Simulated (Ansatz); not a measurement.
## Al4Ni: geometry relaxation (part 1 of 2)

- system: Al4Ni (P6/mmm, 5 atoms in the cell)
- method: DFT PBE, scalar-relativistic, plane waves, PAW, no spin polarisation (Ansatz 0.2.0)

The structure was made by a generator, so it may or may not be a known phase.

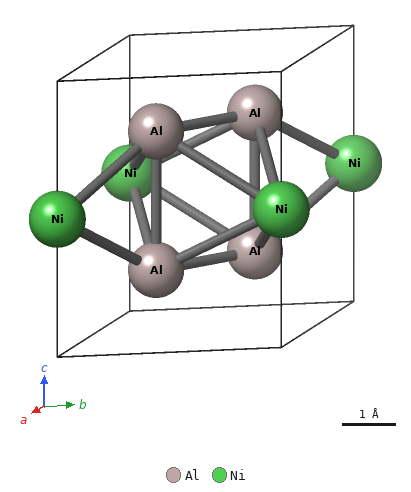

Fig. 1: The input geometry (ball-and-stick view of the cell of the calculation, seen slightly off an axis). An atom can appear more than once, as a periodic image. Near neighbours in the periodic cell (some may lie outside the picture): Al has 5 Al at 2.51 to 2.70 Å and 3 Ni at 2.85 Å; Ni has 12 Al at 2.85 Å.

**Input file**
```yaml
crystal:
  lattice:
    - [4.3473578762, 0.0, 0.0]
    - [-2.1736789381, 3.7649223602, 0.0]
    - [0.0, 0.0, 5.3707208905]
  atoms:
    - { symbol: Al, position: [0.3333333333, 0.6666666667, 0.2489593745] }
    - { symbol: Al, position: [0.3333333333, 0.6666666667, 0.7510406255] }
    - { symbol: Al, position: [0.6666666667, 0.3333333333, 0.7510406255] }
    - { symbol: Al, position: [0.6666666667, 0.3333333333, 0.2489593745] }
    - { symbol: Ni, position: [0.0, 0.0, 0.5] }
basis:
  ecutwfc: 420
kpoints:
  mp_grid: { grid: [12, 12, 8] }
hamiltonian:
  xc: pbe
scf:
  occupations: { method: gaussian, width: 0.1 }
output:
  forces: true
  stress: true
  eigenvalues: true
  write_density: true
  write_potential: true
  elf: true
  volumetric_format: npy
relax:
  adjacent_minimum: "off"
  f_tol: 0.01
  max_steps: 80
  cell: { stress_tol: 0.05 }
```

Machine: 1 thread of Arm Neoverse N1, 24 GiB of memory available, shared host.

Launched with:
```bash
ansatz run input.yaml --threads 1 --pin off --max-ram 2560MiB --backend cpu --events-out ev --progress --plain --runs-dir out
```

**Log**
```
Engine: ansatz 0.2.0, aarch64-unknown-linux-gnu
Pseudopotentials: kind: paw
Pseudopotential: Al, paw, valence charge 3, recommended cutoff 420 eV (normal), Al.paw.azcp
Pseudopotential: Ni, paw, valence charge 18, recommended cutoff 420 eV (normal), Ni.paw.azcp
Functional definition: PBE
  parameter kappa = 0.804
  parameter beta = 0.06672455060314922
  exchange = pbe_x(kappa = kappa, mu = beta*pi^2/3)
  correlation = pbe_c(beta = beta)
Crystal: 5 atoms, lattice volume = 87.905 Å³
Basis set: ecut = 420 eV, 1751 PW (Γ), exchange–correlation on 60×60×72 points (8 copies of the dense FFT grid, shifted against one another)
Bands: 20, of which v1, the nominal top of the filled ones, is band 15 counted from 1 (14 counted from 0)
Symmetry: 24 space group operations
Space group: P6/mmm (ITA 191), of the structure as read, at distance tolerance 4.4e-5 Å
k-points: 95 of 1152
Non-local potential: Al, projectors of the file, l = 0: 2, l = 1: 2, l = 2: 1
Non-local potential: Ni, projectors of the file, l = 0: 3, l = 1: 2, l = 2: 3, l = 3: 1
PAW form: soft (Blöchl's): semilocal exchange-correlation on the pseudo side does not see the compensation charge
PAW one-centre angular grid: Al, 110 points (default); XC on 64 Gauss nodes
PAW one-centre angular grid: Ni, 590 points (default); XC on 64 Gauss nodes
Initial density: superposition of atomic densities (neutral atoms: chi_scale 0, normalization atom), corrected by the library's trained network
Initial wavefunctions: pseudopotential atomic-orbital guess
Functional: x = pbe(κ = 0.804, μ = 0.2195149727645171), c = pbe(β = 0.06672455060314922)
SCF iter   1: F=—  HF=-7988.690788 eV  |F-HF|=—  |Δ(HF+E_count)|=         —  Δρ=3.96e-3  dr2=1.58e-2  ethr=1.77e-3  ⟨swp⟩=6.6  Hψ=10164  notcnv=0
preconditioner: auto → Kerker (q_TF=auto, 2.281 Å⁻¹)  [metal: Δε(μ)=0.013 eV  Ē_g=5.397 eV  σ=0.100 eV  W_gap=0.07  n_scr=20 (ndim 8)  ℏωp=18.6 eV  f_vac=0.004  D(μ)=1.80/eV (n_scr^D=8)]
SCF iter   2: F=—  HF=-7988.689870 eV  |F-HF|=—  |Δ(HF+E_count)|=   9.18e-4  Δρ=2.21e-3  dr2=7.44e-3  ethr=5.28e-5  ⟨swp⟩=1.0  Hψ=2662  notcnv=0
SCF iter   3: F=—  HF=-7988.689511 eV  |F-HF|=—  |Δ(HF+E_count)|=   3.59e-4  Δρ=7.45e-4  dr2=3.82e-4  ethr=2.48e-5  ⟨swp⟩=2.0  Hψ=2379  notcnv=0  defer=3
SCF iter   4: F=—  HF=-7988.689510 eV  |F-HF|=—  |Δ(HF+E_count)|=   1.11e-6  Δρ=1.51e-4  dr2=4.41e-5  ethr=1.27e-6  ⟨swp⟩=2.2  Hψ=2764  notcnv=0  defer=3
SCF iter   5: F=—  HF=-7988.689322 eV  |F-HF|=—  |Δ(HF+E_count)|=   1.89e-4  Δρ=9.94e-5  dr2=9.89e-6  ethr=1.47e-7  ⟨swp⟩=2.1  Hψ=2779  notcnv=0  defer=3
SCF iter   6: F=—  HF=-7988.689326 eV  |F-HF|=—  |Δ(HF+E_count)|=   4.11e-6  Δρ=3.00e-5  dr2=1.58e-6  ethr=3.30e-8  ⟨swp⟩=2.3  Hψ=2637  notcnv=0  defer=3
SCF iter   7: F=—  HF=-7988.689327 eV  |F-HF|=—  |Δ(HF+E_count)|=   8.47e-7  Δρ=1.05e-5  dr2=1.09e-7  ethr=5.26e-9  ⟨swp⟩=2.0  Hψ=2749  notcnv=0  defer=3
SCF iter   8: F=-7988.689327 eV  HF=-7988.689327 eV  |F-HF|=2.05e-9  |Δ(HF+E_count)|=   1.00e-8  Δρ=2.76e-6  dr2=9.14e-9  ethr=3.33e-10  ⟨swp⟩=9.9  Hψ=12263  notcnv=0
SCF 1 converged in 8 iterations: F = -7988.689327 eV  dr2 = 9.14e-9
  greatest PAW one-centre occupation: 1.001 electrons in one spin orbital (limit 2), on the Ni atom at site 4 (counted from 0), in its partial waves of l = 1
relax step   1: F+E_penalty+E_count = -7988.68932673 eV  Δ(F+E_penalty+E_count) = +0.000e0 eV  max|allowed force component| = 6.719e-2 eV/Å  Δτ_max = 0.0000 Å  P = -0.100 GPa  Ω = 87.905 Å³  (8 SCF iters, dr2 threshold 1.00e-7 eV, accepted)
Crystal: 5 atoms, lattice volume = 87.921 Å³
Basis set: ecut = 420 eV, 1729 PW (Γ), exchange–correlation on 60×60×72 points (8 copies of the dense FFT grid, shifted against one another)
Initial density: handed on by an earlier stage of this run
Initial wavefunctions: those handed on with the density
iter 1 solved again at ethr=2.81e-6 eV; its pass at ethr=3.10e-3 eV (dr2=8.43e-4 eV) is discarded
SCF iter   1: F=—  HF=-7988.692264 eV  |F-HF|=—  |Δ(HF+E_count)|=         —  Δρ=1.02e-3  dr2=9.05e-4  ethr=2.81e-6  ⟨swp⟩=2.0  Hψ=10863  notcnv=0
preconditioner: auto → Kerker (q_TF=auto, 2.281 Å⁻¹)  [metal: Δε(μ)=0.024 eV  Ē_g=5.410 eV  σ=0.100 eV  W_gap=0.13  n_scr=20 (ndim 8)  ℏωp=18.6 eV  f_vac=0.000  D(μ)=1.69/eV (n_scr^D=8)]
SCF iter   2: F=—  HF=-7988.692098 eV  |F-HF|=—  |Δ(HF+E_count)|=   1.67e-4  Δρ=4.99e-4  dr2=3.52e-4  ethr=2.81e-6  ⟨swp⟩=1.0  Hψ=1900  notcnv=0
SCF iter   3: F=—  HF=-7988.691786 eV  |F-HF|=—  |Δ(HF+E_count)|=   3.12e-4  Δρ=8.58e-5  dr2=1.39e-5  ethr=1.17e-6  ⟨swp⟩=2.1  Hψ=2593  notcnv=0
SCF iter   4: F=—  HF=-7988.691782 eV  |F-HF|=—  |Δ(HF+E_count)|=   4.05e-6  Δρ=4.59e-5  dr2=1.65e-6  ethr=4.62e-8  ⟨swp⟩=2.2  Hψ=2854  notcnv=0
iter 5 did not close the SCF: its close was put off for the readings that it lacked (scf_convergence_deferred on its scf_iter line)
SCF iter   5: F=-7988.691782 eV  HF=-7988.691782 eV  |F-HF|=2.49e-8  |Δ(HF+E_count)|=   1.75e-7  Δρ=8.80e-6  dr2=7.26e-8  ethr=5.50e-9  ⟨swp⟩=2.3  Hψ=3082  notcnv=0
SCF iter   6: F=-7988.691782 eV  HF=-7988.691782 eV  |F-HF|=2.42e-9  |Δ(HF+E_count)|=   9.61e-9  Δρ=2.50e-6  dr2=9.66e-9  ethr=2.42e-10  ⟨swp⟩=5.7  Hψ=11073  notcnv=0
SCF 2 converged in 6 iterations: F = -7988.691782 eV  dr2 = 9.66e-9
relax step   2: F+E_penalty+E_count = -7988.69178169 eV  Δ(F+E_penalty+E_count) = -2.455e-3 eV  max|allowed force component| = 3.732e-2 eV/Å  Δτ_max = 0.0069 Å  P = -0.053 GPa  Ω = 87.921 Å³  energy of the carried Pulay correction = -4.807e-6 eV  (6 SCF iters, dr2 threshold 5.00e-7 eV, accepted)
Crystal: 5 atoms, lattice volume = 87.897 Å³
iter 1 solved again at ethr=2.57e-7 eV; its pass at ethr=3.10e-3 eV (dr2=7.71e-5 eV) is discarded
SCF iter   1: F=—  HF=-7988.692227 eV  |F-HF|=—  |Δ(HF+E_count)|=         —  Δρ=2.00e-4  dr2=8.16e-5  ethr=2.57e-7  ⟨swp⟩=1.9  Hψ=9323  notcnv=0
preconditioner: auto → Kerker (q_TF=auto, 2.281 Å⁻¹)  [metal: Δε(μ)=0.025 eV  Ē_g=5.414 eV  σ=0.100 eV  W_gap=0.14  n_scr=20 (ndim 8)  ℏωp=18.6 eV  f_vac=0.000  D(μ)=1.70/eV (n_scr^D=8)]
SCF iter   2: F=—  HF=-7988.692001 eV  |F-HF|=—  |Δ(HF+E_count)|=   2.26e-4  Δρ=1.09e-4  dr2=3.76e-5  ethr=2.57e-7  ⟨swp⟩=1.0  Hψ=1900  notcnv=0
SCF iter   3: F=—  HF=-7988.691993 eV  |F-HF|=—  |Δ(HF+E_count)|=   8.33e-6  Δρ=1.99e-5  dr2=5.49e-7  ethr=1.25e-7  ⟨swp⟩=2.0  Hψ=2653  notcnv=0
SCF iter   4: F=—  HF=-7988.691993 eV  |F-HF|=—  |Δ(HF+E_count)|=   1.15e-7  Δρ=1.11e-5  dr2=1.11e-7  ethr=1.83e-9  ⟨swp⟩=2.0  Hψ=2906  notcnv=0
iter 5 did not close the SCF: its close was put off for the readings that it lacked (scf_convergence_deferred on its scf_iter line)
SCF iter   5: F=-7988.691993 eV  HF=-7988.691993 eV  |F-HF|=1.21e-9  |Δ(HF+E_count)|=   7.76e-9  Δρ=2.82e-6  dr2=8.06e-9  ethr=3.70e-10  ⟨swp⟩=1.9  Hψ=2708  notcnv=0
SCF iter   6: F=-7988.691993 eV  HF=-7988.691993 eV  |F-HF|=3.07e-10  |Δ(HF+E_count)|=  4.05e-10  Δρ=7.98e-7  dr2=1.16e-9  ethr=2.69e-11  ⟨swp⟩=5.0  Hψ=10250  notcnv=0
SCF 3 converged in 6 iterations: F = -7988.691993 eV  dr2 = 1.16e-9
relax step   3: F+E_penalty+E_count = -7988.69199254 eV  Δ(F+E_penalty+E_count) = -2.109e-4 eV  max|allowed force component| = 5.755e-3 eV/Å  Δτ_max = 0.0023 Å  P = -0.022 GPa  Ω = 87.897 Å³  energy of the carried Pulay correction = +2.398e-6 eV  (6 SCF iters, dr2 threshold 8.71e-8 eV, accepted)
Basis set: ecut = 420 eV, 1729 PW (Γ), exchange–correlation on 60×60×80 points (8 copies of the dense FFT grid, shifted against one another)
Initial wavefunctions: pseudopotential atomic-orbital guess (no wavefunctions were taken with the density)
iter 1 solved again at ethr=1.01e-6 eV; its pass at ethr=3.10e-3 eV (dr2=3.04e-4 eV) is discarded
SCF iter   1: F=—  HF=-7988.692127 eV  |F-HF|=—  |Δ(HF+E_count)|=         —  Δρ=5.07e-5  dr2=5.44e-8  ethr=1.01e-6  ⟨swp⟩=2.9  Hψ=14624  notcnv=0
eigensolver tolerance schedule: the retry pair's looser diagonalisation over-reported the residual by 5582.30 of it (diagonalisation noise at an unbounded share of the residual, at the tolerance the schedule requests for it); recorded, not acted on — ethr = c·dr2/N_el stays at c = 1.0e-1
preconditioner: auto → Kerker (q_TF=auto, 2.281 Å⁻¹)  [metal: Δε(μ)=0.023 eV  Ē_g=5.413 eV  σ=0.100 eV  W_gap=0.13  n_scr=20 (ndim 8)  ℏωp=18.6 eV  f_vac=0.000  D(μ)=1.70/eV (n_scr^D=8)]
SCF iter   2: F=—  HF=-7988.691994 eV  |F-HF|=—  |Δ(HF+E_count)|=   1.33e-4  Δρ=2.57e-5  dr2=1.64e-8  ethr=1.81e-10  ⟨swp⟩=2.9  Hψ=3926  notcnv=0
SCF iter   3: F=—  HF=-7988.691999 eV  |F-HF|=—  |Δ(HF+E_count)|=   4.93e-6  Δρ=3.71e-6  dr2=6.32e-10  ethr=5.48e-11  ⟨swp⟩=1.0  Hψ=1900  notcnv=0
SCF iter   4: F=—  HF=-7988.691999 eV  |F-HF|=—  |Δ(HF+E_count)|=   1.02e-7  Δρ=2.90e-7  dr2=1.26e-10  ethr=2.11e-12  ⟨swp⟩=2.5  Hψ=2968  notcnv=0
SCF iter   5: F=—  HF=-7988.691999 eV  |F-HF|=—  |Δ(HF+E_count)|=  5.82e-11  Δρ=2.49e-7  dr2=7.47e-11  ethr=1.00e-12  ⟨swp⟩=1.0  Hψ=1901  notcnv=0
SCF iter   6: F=-7988.691999 eV  HF=-7988.691999 eV  |F-HF|=2.73e-12  |Δ(HF+E_count)|=  1.46e-11  Δρ=7.37e-8  dr2=4.20e-12  ethr=1.00e-12  ⟨swp⟩=5.4  Hψ=7970  notcnv=0
SCF 4 converged in 6 iterations: F = -7988.691999 eV  dr2 = 4.20e-12
relax step   4: F+E_penalty+E_count = -7988.69199913 eV  Δ(F+E_penalty+E_count) = -6.589e-6 eV  max|allowed force component| = 5.754e-3 eV/Å  Δτ_max = 0.0000 Å  P = -0.021 GPa  Ω = 87.897 Å³  stress off target by 4.12e-2 GPa  SCF on the basis re-selected at this cell (its energy is not comparable with the rows above)  (6 SCF iters)
```

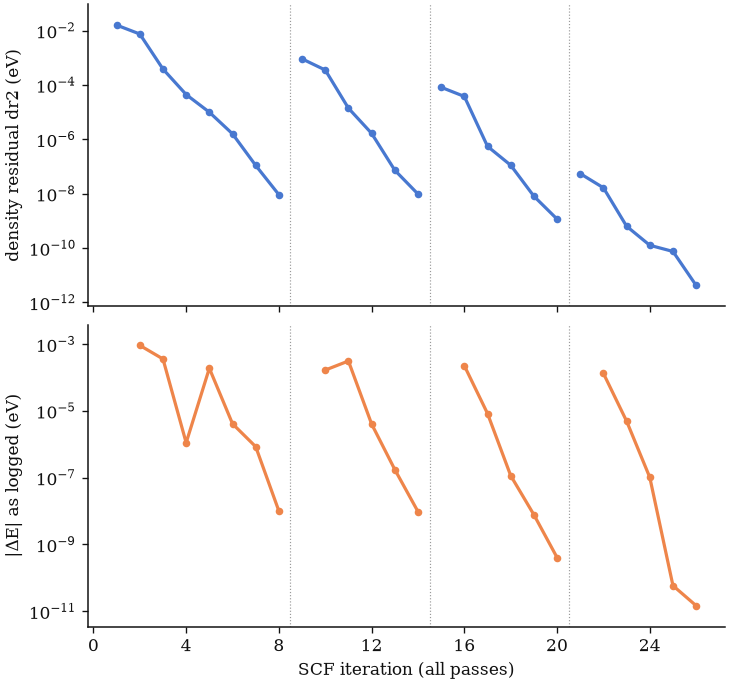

Fig. 2: Convergence of the self-consistent field: density residual dr2 and size of the energy change against the SCF iteration. The dotted lines part the SCF passes of the relaxation: geometry steps, rejected trials and re-solves on a re-selected basis. The passes take 8, 6, 6 and 6 iterations.

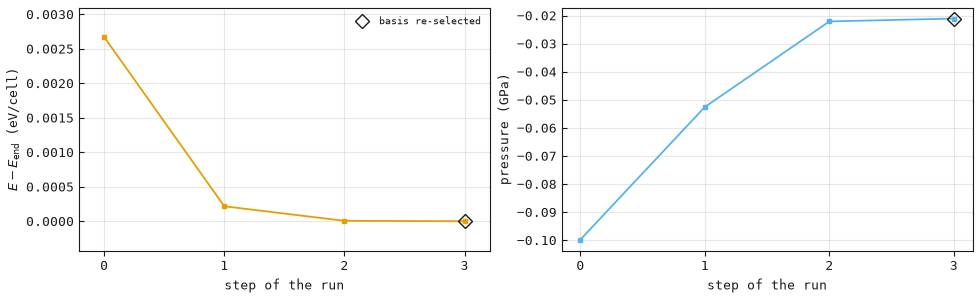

Fig. 3: Progress of the relaxation, step by step (the first geometry is step 0 here and step 1 in the log).
